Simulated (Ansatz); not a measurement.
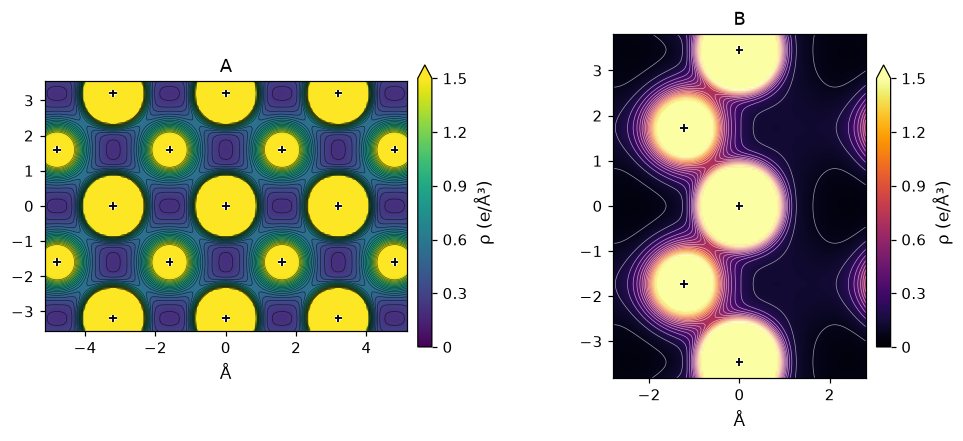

The valence pseudo-density of 2 systems, each on a plane through atoms (crosses mark nuclei in the plane).

Level of theory: Ansatz, DFT r2SCAN, scalar-relativistic, plane waves, PAW.

System 1: HfN, the (110) plane of the conventional cell. Space group F-43m; a structure from a database of computed crystals, not necessarily the ambient phase; computed without spin polarisation.

System 2: HfC, the (001) plane of the conventional cell. Space group I4/mmm; computed pressure about 11 GPa in this cell.

```yaml
crystal:
  lattice:
    - [3.19994, 0.00000, 0.00069]
    - [0.00000, 3.19994, 0.00069]
    - [0.00103, 0.00103, 4.68912]
  atoms:
    - { symbol: Hf, position: [0.00000, 0.00000, 0.00000] }
    - { symbol: Hf, position: [0.50000, 0.50000, 0.50000] }
    - { symbol: C, position: [0.00000, 0.00000, 0.50000] }
    - { symbol: C, position: [0.50000, 0.50000, 0.00000] }
```

Which map belongs to which system?

Answer. Panel A is system 2, HfC: the plane holds Hf and C. Hf–C (2.26 Å): ρ is about 0.57 e/Å³ halfway. Panel B is system 1, HfN: the plane holds Hf and N. Hf–N (2.12 Å): the density is about 0.75 e/Å³ at the midpoint.
